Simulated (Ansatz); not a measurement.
# Cs2AgSbBr6 (Fm-3m): converging the G0W0 gap

Wanted: a G0W0 gap for Cs2AgSbBr6 (Fm-3m) that is converged in bands and cutoff, or an estimate of the limit.

Method: G0W0 on r2SCAN, plane waves, PAW, in Ansatz 0.2.0.

In doubt: one-shot GW on d or f shells is unsure (steps 2, 3, 4, 5), so the values of those runs are not to be relied on.

### Step 1. Starting point

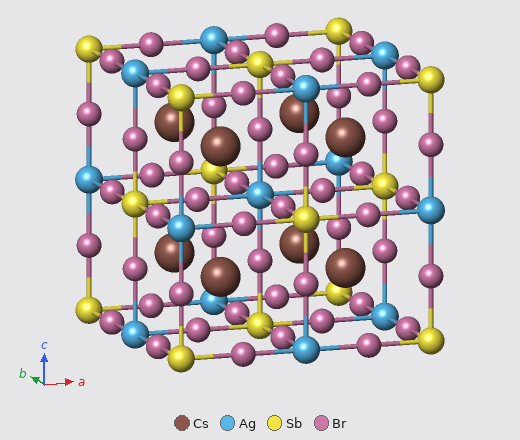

The cell as given, slightly off an axis (caesium brown, silver blue, antimony yellow, bromine pink). This picture shows the conventional cell, with its axes. Some periodic images of atoms are drawn too.

The cell and positions are those that the Materials Project relaxed with its own functionals (PBE, PBE+U or r2SCAN), kept fixed. Spin-orbit coupling is left out unless a step names it.

### Step 2. 714 empty bands, screening to 90 eV

Now the one-shot GW correction: screening in the RPA, then the self-energy of the levels asked for. This step takes hard PAW files.

File input.yaml:

```yaml
crystal:
  lattice:
    - [0.0, 5.689253, 5.689253]
    - [5.689253, 0.0, 5.689253]
    - [5.689253, 5.689253, 0.0]
  atoms:
    - { symbol: Cs, position: [0.75, 0.75, 0.75] }
    - { symbol: Cs, position: [0.25, 0.25, 0.25] }
    - { symbol: Ag, position: [0.5, 0.5, 0.5] }
    - { symbol: Sb, position: [0.0, 0.0, 0.0] }
    - { symbol: Br, position: [0.751554, 0.248446, 0.248446] }
    - { symbol: Br, position: [0.248446, 0.248446, 0.751554] }
    - { symbol: Br, position: [0.248446, 0.751554, 0.751554] }
    - { symbol: Br, position: [0.248446, 0.751554, 0.248446] }
    - { symbol: Br, position: [0.751554, 0.248446, 0.751554] }
    - { symbol: Br, position: [0.751554, 0.751554, 0.248446] }
kpoints:
  mp_grid: { grid: [4, 4, 4] }
hamiltonian:
  xc: r2scan
  pseudopotentials: { kind: paw, source: ansatz }
scf:
  occupations: { method: fixed }
gw:
  n_empty_bands: 714
  ecut_chi: 90.0
  qp_bands: [v3, c3]
  qp_kpoints: band_edges
  screening: { model: contour_deformation }
```

The run is started by

```bash
$ ansatz run input.yaml --threads 16 --pin off --max-ram 82944MiB --backend cuda --events-out ev --progress --plain --runs-dir out --devices 1 --max-vram 78GiB
```

Numbers of over 12 decimals in the logs are rounded to 6 here.

The log of the run:

```text
GPUs: using 1 of 1 available (devices: 1).
Engine: ansatz 0.2.0, aarch64-unknown-linux-gnu
Pseudopotentials: kind: paw
Pseudopotential: Cs, paw, valence charge 9, recommended cutoff 520 eV (normal), Cs.paw.azcp
Pseudopotential: Ag, paw, valence charge 19, recommended cutoff 680 eV (meta_gga), Ag.paw.azcp
Pseudopotential: Sb, paw, valence charge 21, recommended cutoff 460 eV (normal), Sb.paw.azcp
Pseudopotential: Br, paw, valence charge 17, recommended cutoff 680 eV (normal), Br.paw.azcp
Functional definition: r2SCAN
  parameter k0 = 0.174
  parameter k1 = 0.065
  parameter a1 = 4.9479
  exchange = r2scan_x(k0 = k0, k1 = k1, a1 = a1)
  correlation = r2scan_c
[...]
Crystal: 10 atoms, lattice volume = 368.295 Å³
Basis set: ecut = 680 eV, 14841 PW (Γ), exchange–correlation on 288×288×288 points (64 copies of the dense FFT grid, shifted against one another)
Bands: 96, of which v1, the nominal top of the filled ones, is band 80 counted from 1 (79 counted from 0)
Symmetry: 48 space group operations
Space group: Fm-3m (ITA 225), of the structure as read, at distance tolerance 7.2e-5 Å
k-points: 8 of 64
Non-local potential: Cs, projectors of the file, l = 0: 3, l = 1: 2, l = 2: 2, l = 3: 3
Non-local potential: Ag, projectors of the file, l = 0: 3, l = 1: 2, l = 2: 2, l = 3: 2
Non-local potential: Sb, projectors of the file, l = 0: 2, l = 1: 4, l = 2: 3, l = 3: 2
Non-local potential: Br, projectors of the file, l = 0: 2, l = 1: 2, l = 2: 3, l = 3: 1
PAW form: soft (Blöchl's): semilocal exchange-correlation on the pseudo side does not see the compensation charge
PAW frozen core: Cs, regenerated for the run's functional (the file was generated under x = pbe(κ = 0.804, μ = 0.219515), c = pbe(β = 0.066725))
PAW frozen core: Ag, regenerated for the run's functional (the file was generated under x = pbe(κ = 0.804, μ = 0.219515), c = pbe(β = 0.066725))
PAW frozen core: Sb, regenerated for the run's functional (the file was generated under x = pbe(κ = 0.804, μ = 0.219515), c = pbe(β = 0.066725))
PAW frozen core: Br, regenerated for the run's functional (the file was generated under x = pbe(κ = 0.804, μ = 0.219515), c = pbe(β = 0.066725))
PAW one-centre angular grid: Cs, 302 points (default); XC on 160 Gauss nodes
PAW one-centre angular grid: Ag, 590 points (default); XC on 160 Gauss nodes
PAW one-centre angular grid: Sb, 590 points (default); XC on 224 Gauss nodes
[...]
Initial density: superposition of atomic densities (chi_scale 0.1, normalization cell, long waves kept (reshape's long-wave potential 0.00 eV rms))
Initial wavefunctions: pseudopotential atomic-orbital guess
[...]
Functional: x = r2scan, c = r2scan; τ floored in thin density (d = 2e-4 eV/Å³)
SCF iter   1: F=—  HF=-65210.956428 eV  |F-HF|=—  |Δ(HF+E_count)|=         —  Δρ=4.87e-2  dr2=1.44e1  dr2_τ=1.91e-1  ethr=3.10e-3  ⟨swp⟩=8.8  Hψ=2908  notcnv=0  defer=109
preconditioner: auto → Resta (q_TF=auto, 2.374 Å⁻¹)  ε∞=3.1  [insulator: Δε(μ)=0.654 eV  Ē_g=11.422 eV  n_scr=64 (ndim 8)  ℏωp=16.4 eV  f_vac=0.114  ε∞_Penn≈3.1]
SCF iter   2: F=—  HF=-65206.063680 eV  |F-HF|=—  |Δ(HF+E_count)|=    4.89e0  Δρ=1.65e-2  dr2=2.05e0  dr2_τ=1.81e-1  ethr=3.10e-3  ⟨swp⟩=5.1  Hψ=1877  notcnv=0  defer=107
SCF iter   3: F=—  HF=-65205.089077 eV  |F-HF|=—  |Δ(HF+E_count)|=   9.75e-1  Δρ=7.30e-3  dr2=4.39e-1  dr2_τ=3.70e-2  ethr=1.28e-3  ⟨swp⟩=4.0  Hψ=1484  notcnv=0  defer=108
SCF iter   4: F=—  HF=-65204.935195 eV  |F-HF|=—  |Δ(HF+E_count)|=   1.54e-1  Δρ=2.76e-3  dr2=5.50e-2  dr2_τ=3.94e-3  ethr=2.74e-4  ⟨swp⟩=6.0  Hψ=2027  notcnv=0  defer=108
SCF iter   5: F=—  HF=-65204.930424 eV  |F-HF|=—  |Δ(HF+E_count)|=   4.77e-3  Δρ=1.43e-3  dr2=1.27e-2  dr2_τ=5.36e-4  ethr=3.44e-5  ⟨swp⟩=5.0  Hψ=1504  notcnv=0  defer=109
SCF iter   6: F=—  HF=-65204.930211 eV  |F-HF|=—  |Δ(HF+E_count)|=   2.14e-4  Δρ=2.82e-4  dr2=3.82e-4  dr2_τ=2.78e-5  ethr=7.92e-6  ⟨swp⟩=5.0  Hψ=1548  notcnv=0  defer=108
[...]
SCF iter   8: F=—  HF=-65204.930681 eV  |F-HF|=—  |Δ(HF+E_count)|=   2.80e-5  Δρ=3.56e-5  dr2=5.30e-6  dr2_τ=2.30e-7  ethr=6.00e-8  ⟨swp⟩=4.0  Hψ=1840  notcnv=0  defer=108
[...]
SCF 1 converged in 10 iterations: F = -65204.930687 eV  dr2 = 1.81e-8
[...]
SCF converged after 10 iterations
[...]
--- G₀W₀: contour deformation, 7 samples at zero and on the imaginary axis and 2 off it, 64 q-points, 714 empty bands' worth ---
  eigenvalues of the whole cell's RPA ε∞ on this k-mesh (on a slab, of 1 + 4πα/V) = 4.4200, 4.4200, 4.4200; static W/v taken at q = 0 is 0.226244
  bands read: the sum over 794 bands ends inside a degenerate multiplet in 1 slot, whose members it reads at an even weight; the widest, k=2: bands 794 to 795 (counted from 1) at 1/2 each
  gw.qp_kpoints: band_edges: 8 of 8 stored k-points solved, in 1 pass; an edge of the gap read off the rows below is read off those points alone
    ik  band        ε_KS         Σx   Σc(E_QP)       V_xc       Z   E_QP_lin       E_QP  E_QP is
     0    78      3.6432   -19.7844     2.6551   -16.4093  0.7500     2.9081     2.9232  root
     0    79      4.0140   -26.4567     3.1112   -22.9639  0.7416     3.6287     3.6326  root
     0    80      4.0140   -26.4567     3.1112   -22.9639  0.7416     3.6287     3.6326  root
     0    81      7.3288    -9.6162    -3.2857   -13.3358  0.7767     7.7668     7.7627  root
     0    82      7.3288    -9.6162    -3.2857   -13.3358  0.7767     7.7668     7.7627  root
     0    83      7.3288    -9.6162    -3.2857   -13.3358  0.7767     7.7668     7.7627  root
     1    78      3.5505   -19.6734     2.6800   -16.2640  0.7485     2.8051     2.8211  root
     1    79      3.7080   -23.9589     3.0156   -20.4259  0.7398     3.1826     3.1906  root
     1    80      3.7080   -23.9589     3.0156   -20.4259  0.7398     3.1826     3.1906  root
     1    81      6.8228    -9.8256    -3.2048   -13.4329  0.7827     7.2282     7.2253  root
     1    82      7.9160   -11.0173    -3.3083   -14.8205  0.7606     8.4178     8.4109  root
     1    83      7.9160   -11.0173    -3.3083   -14.8205  0.7606     8.4178     8.4109  root
     2    78      3.5600   -22.6977     3.0086   -19.0927  0.7387     2.9523     2.9637  root
     2    79      3.5600   -22.6977     3.0086   -19.0927  0.7387     2.9523     2.9637  root
     2    80      3.9356   -18.1890     1.3859   -16.3719  0.7577     3.4992     3.5043  root
     2    81      6.2907    -9.6300    -3.1817   -13.1825  0.7879     6.6637     6.6616  root
     2    82      8.5038   -12.1376    -3.4820   -16.1719  0.7361     9.0669     9.0560  root
     2    83      8.5038   -12.1376    -3.4820   -16.1719  0.7361     9.0669     9.0560  root
     3    78      3.6361   -19.7641     2.6564   -16.3868  0.7499     2.9001     2.9153  root
     3    79      4.0113   -21.0171     1.9731   -18.6131  0.7512     3.5754     3.5804  root
     3    80      4.0118   -26.4680     3.1195   -22.9663  0.7411     3.6258     3.6296  root
     3    81      7.5406   -10.0383    -3.3282   -13.8245  0.7707     8.0038     7.9986  root
     3    82      7.5406   -10.0383    -3.3282   -13.8245  0.7707     8.0038     7.9986  root
     3    83      7.6628   -11.6146    -3.2031   -15.2989  0.7666     8.1505     8.1440  root
[...]
6    82      7.7229   -10.2889    -3.3858   -14.1539  0.7657     8.2082     8.2021  root
     6    83      8.0175   -10.6741    -3.4716   -14.6560  0.7565     8.5355     8.5278  root
     7    78      3.4118   -19.9810     2.7870   -16.4590  0.7449     2.6597     2.6768  root
     7    79      3.5215   -24.5299     3.1735   -20.8455  0.7322     3.0020     3.0108  root
     7    80      4.9776   -22.6346     1.7827   -20.5308  0.7641     4.6546     4.6565  root
     7    81      7.5451   -11.1813    -3.2826   -14.9401  0.7688     8.0273     8.0212  root
     7    82      7.8825   -10.5537    -3.4258   -14.4759  0.7603     8.3857     8.3789  root
     7    83      7.8825   -10.5537    -3.4258   -14.4759  0.7603     8.3857     8.3789  root
```

It took 41 s on 1 × NVIDIA GB200 (shared by 2 runs) with 16 threads of Arm Neoverse V2, shared host; peak memory 6.8 GiB.

Numbers from this step:

```yaml
bands_summed: 794
rpa_eps_infinity_on_this_mesh_eigenvalues: 4.420, 4.420, 4.420
plane_waves_in_the_screening_matrix: 725
q_points_in_the_mesh: 64
g0w0_gap_on_the_mesh: 1.884 eV
k_of_the_valence_top: 0, -0.5, -0.5
k_of_the_conduction_bottom: 0, 0, -0.5
starting_gap_on_the_mesh: 1.205 eV
z_at_the_valence_top: 0.7651
z_at_the_conduction_bottom: 0.7879
least_direct_g0w0_gap_on_the_computed_points: 3.116 eV
```

The gap on the mesh goes from 1.20 eV to 1.88 eV, a correction of +0.68 eV. Between the two edge states, bare exchange in place of the xc potential would open the gap by 5.61 eV, and correlation takes back 4.94 eV.

### Step 3. 1536 empty bands, screening to 150 eV

Bands and screening cutoff are moved together, since each hides the error of the other.

Changes to input.yaml since step 2:

```diff
@@ -24,4 +24,4 @@
 gw:
-  n_empty_bands: 714
-  ecut_chi: 90.0
+  n_empty_bands: 1536
+  ecut_chi: 150.0
   qp_bands: [v3, c3]
```

The log of the run:

```text
GPUs: using 1 of 1 available (devices: 1).
[...]
Crystal: 10 atoms, lattice volume = 368.295 Å³
Basis set: ecut = 680 eV, 14841 PW (Γ), exchange–correlation on 288×288×288 points (64 copies of the dense FFT grid, shifted against one another)
Bands: 96, of which v1, the nominal top of the filled ones, is band 80 counted from 1 (79 counted from 0)
Symmetry: 48 space group operations
[...]
k-points: 8 of 64
[...]
SCF iter   1: F=—  HF=-65210.956428 eV  |F-HF|=—  |Δ(HF+E_count)|=         —  Δρ=4.87e-2  dr2=1.44e1  dr2_τ=1.91e-1  ethr=3.10e-3  ⟨swp⟩=8.8  Hψ=2908  notcnv=0  defer=109
[...]
SCF iter   6: F=—  HF=-65204.930211 eV  |F-HF|=—  |Δ(HF+E_count)|=   2.14e-4  Δρ=2.82e-4  dr2=3.82e-4  dr2_τ=2.78e-5  ethr=7.92e-6  ⟨swp⟩=5.0  Hψ=1548  notcnv=0  defer=108
[...]
SCF iter   8: F=—  HF=-65204.930681 eV  |F-HF|=—  |Δ(HF+E_count)|=   2.80e-5  Δρ=3.56e-5  dr2=5.30e-6  dr2_τ=2.30e-7  ethr=6.00e-8  ⟨swp⟩=4.0  Hψ=1840  notcnv=0  defer=108
[...]
SCF 1 converged in 10 iterations: F = -65204.930687 eV  dr2 = 1.81e-8
[...]
SCF converged after 10 iterations
[...]
0    78      3.6432   -19.7844     2.4310   -16.4093  0.7488     2.6716     2.6991  root
     0    79      4.0140   -26.4567     2.9017   -22.9639  0.7393     3.4133     3.4231  root
     0    80      4.0140   -26.4567     2.9017   -22.9639  0.7393     3.4133     3.4231  root
     0    81      7.3288    -9.6162    -3.4492   -13.3358  0.7759     7.6007     7.5992  root
     0    82      7.3288    -9.6162    -3.4492   -13.3358  0.7759     7.6007     7.5992  root
     0    83      7.3288    -9.6162    -3.4492   -13.3358  0.7759     7.6007     7.5992  root
     1    78      3.5505   -19.6734     2.4602   -16.2640  0.7473     2.5724     2.6012  root
     1    79      3.7080   -23.9589     2.8092   -20.4259  0.7380     2.9677     2.9842  root
[...]
7    80      4.9776   -22.6346     1.5374   -20.5308  0.7620     4.4049     4.4112  root
     7    81      7.5451   -11.1813    -3.4700   -14.9401  0.7678     7.8358     7.8338  root
     7    82      7.8825   -10.5537    -3.6110   -14.4759  0.7593     8.1963     8.1938  root
     7    83      7.8825   -10.5537    -3.6110   -14.4759  0.7593     8.1963     8.1938  root
```

Elapsed: 1.8 min, on 1 × NVIDIA GB200 (shared by 2 runs) with 16 threads; peak memory 11 GiB.

Numbers from this step:

| Property | Result |
| --- | --- |
| bands summed | 1616 |
| RPA ε∞ on this mesh (eigenvalues) | 4.411, 4.411, 4.411 |
| plane waves in the screening matrix | 1471 |
| q-points in the mesh | 64 |
| G0W0 gap on the mesh | 1.973 eV |
| k of the valence top | 0, -0.5, -0.5 |
| k of the conduction bottom | 0, 0, -0.5 |
| starting gap on the mesh | 1.205 eV |
| Z at the valence top | 0.7629 |
| Z at the conduction bottom | 0.7872 |
| least direct G0W0 gap on the computed points | 3.177 eV |

Against the run with 4×4×4 mesh, 714 empty bands, screening to 90 eV, hard PAW files, the gap moves by +0.09 eV.

### Step 4. 2917 empty bands, screening to 230 eV

Changes to input.yaml since step 3:

```diff
@@ -24,4 +24,4 @@
 gw:
-  n_empty_bands: 1536
-  ecut_chi: 150.0
+  n_empty_bands: 2917
+  ecut_chi: 230.0
   qp_bands: [v3, c3]
```

The log of the run:

```text
GPUs: using 1 of 1 available (devices: 1).
[...]
Crystal: 10 atoms, lattice volume = 368.295 Å³
Basis set: ecut = 680 eV, 14841 PW (Γ), exchange–correlation on 288×288×288 points (64 copies of the dense FFT grid, shifted against one another)
Bands: 96, of which v1, the nominal top of the filled ones, is band 80 counted from 1 (79 counted from 0)
Symmetry: 48 space group operations
[...]
k-points: 8 of 64
[...]
1    78      3.5505   -19.6734     2.3380   -16.2640  0.7471     2.4409     2.4790  root
     1    79      3.7080   -23.9589     2.6924   -20.4259  0.7374     2.8444     2.8673  root
[...]
7    80      4.9776   -22.6346     1.3992   -20.5308  0.7614     4.2629     4.2731  root
     7    81      7.5451   -11.1813    -3.5655   -14.9401  0.7675     7.7392     7.7383  root
     7    82      7.8825   -10.5537    -3.7055   -14.4759  0.7592     8.1005     8.0992  root
     7    83      7.8825   -10.5537    -3.7055   -14.4759  0.7592     8.1005     8.0992  root
[key lines of the parts left out:]
SCF converged after 10 iterations
```

Elapsed: 4.1 min, on 1 × NVIDIA GB200 (shared by 2 runs) with 16 threads; peak memory 22 GiB.

This step gave:

```
bands summed                                 : 2997
RPA ε∞ on this mesh (eigenvalues)            : 4.408, 4.408, 4.408
plane waves in the screening matrix          : 2891
G0W0 gap on the mesh                         : 2.036 eV
k of the valence top                         : 0, -0.5, -0.5
k of the conduction bottom                   : 0, 0, -0.5
starting gap on the mesh                     : 1.205 eV
least direct G0W0 gap on the computed points : 3.223 eV
```

Against the run with 4×4×4 mesh, 1536 empty bands, screening to 150 eV, hard PAW files, the gap moves by +0.06 eV.

### Step 5. 5242 empty bands, screening to 340 eV

Changes to input.yaml since step 4:

```diff
@@ -24,4 +24,4 @@
 gw:
-  n_empty_bands: 2917
-  ecut_chi: 230.0
+  n_empty_bands: 5242
+  ecut_chi: 340.0
   qp_bands: [v3, c3]
```

The log of the run:

```text
GPUs: using 1 of 1 available (devices: 1).
[...]
Crystal: 10 atoms, lattice volume = 368.295 Å³
Basis set: ecut = 680 eV, 14841 PW (Γ), exchange–correlation on 288×288×288 points (64 copies of the dense FFT grid, shifted against one another)
Bands: 96, of which v1, the nominal top of the filled ones, is band 80 counted from 1 (79 counted from 0)
Symmetry: 48 space group operations
[...]
k-points: 8 of 64
[...]
1    78      3.5505   -19.6734     2.2586   -16.2640  0.7470     2.3545     2.3996  root
     1    79      3.7080   -23.9589     2.6092   -20.4259  0.7370     2.7557     2.7841  root
[...]
7    80      4.9776   -22.6346     1.3076   -20.5308  0.7610     4.1682     4.1815  root
     7    81      7.5451   -11.1813    -3.6245   -14.9401  0.7674     7.6797     7.6793  root
     7    82      7.8825   -10.5537    -3.7642   -14.4759  0.7591     8.0413     8.0406  root
     7    83      7.8825   -10.5537    -3.7642   -14.4759  0.7591     8.0413     8.0406  root
[key lines of the parts left out:]
SCF converged after 10 iterations
```

Wall time 15 min (1 × NVIDIA GB200 (shared by 2 runs) with 16 threads); peak memory 30 GiB; 21 min of CPU time.

Numbers from this step:

| Property | Result |
| --- | --- |
| bands summed | 5322 |
| RPA ε∞ on this mesh (eigenvalues) | 4.407, 4.407, 4.407 |
| plane waves in the screening matrix | 5209 |
| G0W0 gap on the mesh | 2.083 eV |
| k of the valence top | 0, -0.5, -0.5 |
| k of the conduction bottom | 0, 0, -0.5 |
| starting gap on the mesh | 1.205 eV |
| least direct G0W0 gap on the computed points | 3.256 eV |

Against the run with 4×4×4 mesh, 2917 empty bands, screening to 230 eV, hard PAW files, the gap moves by +0.05 eV.

### Step 6. The runs together

Times are wall times on 1 × NVIDIA GB200 (shared by 2 runs) with 16 threads of Arm Neoverse V2, shared host, good to a factor of about two.

```tsv
mesh	files	frequency	bands summed	cutoff (eV)	start (eV)	G0W0 (eV)	time	host memory (GiB)
4×4×4	hard PAW	contour deformation	794	90	1.205	1.884	41 s	6.8
4×4×4	hard PAW	contour deformation	1616	150	1.205	1.973	1.8 min	11
4×4×4	hard PAW	contour deformation	2997	230	1.205	2.036	4.1 min	22
4×4×4	hard PAW	contour deformation	5322	340	1.205	2.083	15 min	30
```

The parts of the quasiparticle energy at the two band edges (eV; QP = start + Σx + Σc − Vxc):

```tsv
run	edge	start	Σx	Σc	Vxc	Z	QP
794 bands	valence top	5.09	-22.79	1.75	-20.73	0.77	4.78
794 bands	conduction bottom	6.29	-9.63	-3.18	-13.18	0.79	6.66
1616 bands	valence top	5.09	-22.79	1.51	-20.73	0.76	4.53
1616 bands	conduction bottom	6.29	-9.63	-3.34	-13.18	0.79	6.50
2997 bands	valence top	5.09	-22.79	1.37	-20.73	0.76	4.39
2997 bands	conduction bottom	6.29	-9.63	-3.42	-13.18	0.79	6.43
5322 bands	valence top	5.09	-22.79	1.27	-20.73	0.76	4.30
5322 bands	conduction bottom	6.29	-9.63	-3.46	-13.18	0.79	6.38
```

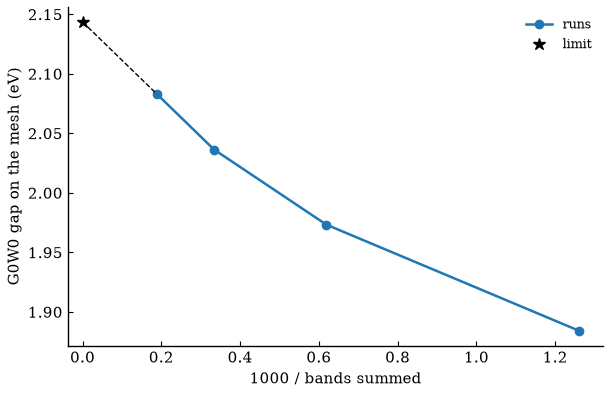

The gap against one over the number of bands; the dashed line carries the two highest rungs to the limit.

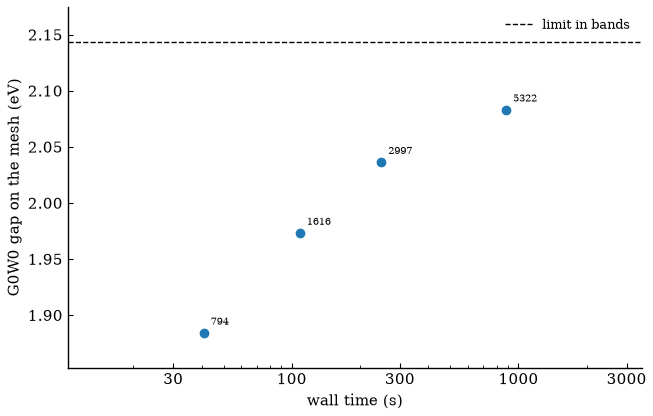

Result against wall time.

### Step 7. Summary of results

```json
{"794 bands, 90 eV": "1.884 eV", "1616 bands, 150 eV": "1.973 eV", "2997 bands, 230 eV": "2.036 eV", "5322 bands, 340 eV": "2.083 eV", "estimated limit in bands and cutoff": "2.14 eV", "mesh and start": "4×4×4, r2SCAN"}
```

A line in one over the bands through the two highest rungs gives 2.14 eV, +0.06 eV from the top rung; the pair below gives 2.11 eV, so the estimate is still climbing. The rungs stand 0.26 eV (794 bands), 0.17 eV (1616 bands), 0.11 eV (2997 bands) and 0.06 eV (5322 bands) from it. From 794 to 5322 bands the gap moves by +0.20 eV while the time grows 22-fold. Σc changes by −0.48 eV at the valence top and −0.28 eV at the conduction bottom, so the levels themselves move more than the gap between them. The cheapest rung within 0.1 eV of this estimate is that with 5322 bands (15 min). Gaps are over the mesh's points; an edge off the mesh would be missed. A d shell, filled or nearly so, lies near the gap. One-shot GW converges very slowly in bands there, not always from below, and on a semilocal start the gap tends to come out low; starts rich in exact exchange can overshoot instead. The many-body steps are scalar-relativistic: spin-orbit coupling is not in them.

[Paths, hosts, dates, memory and timing lines, banners, echoed tables and standing remarks are left out of the program output.]

[Logs are printed without paths, hosts, clocks, repeated set-up lines and the standing remarks that a program may print on its own settings, such as how far it seeks lower states.]

[Runs of the session that timed out or met a known fault of the program may be left out.]

[Cells called generated may have been cut or substituted from an entry of the Crystallography Open Database or the Materials Project.]

[Hosts, paths, dates, database ids (printed as entryN), source tags and the programs' standing remarks are cut or masked in the printed files.]
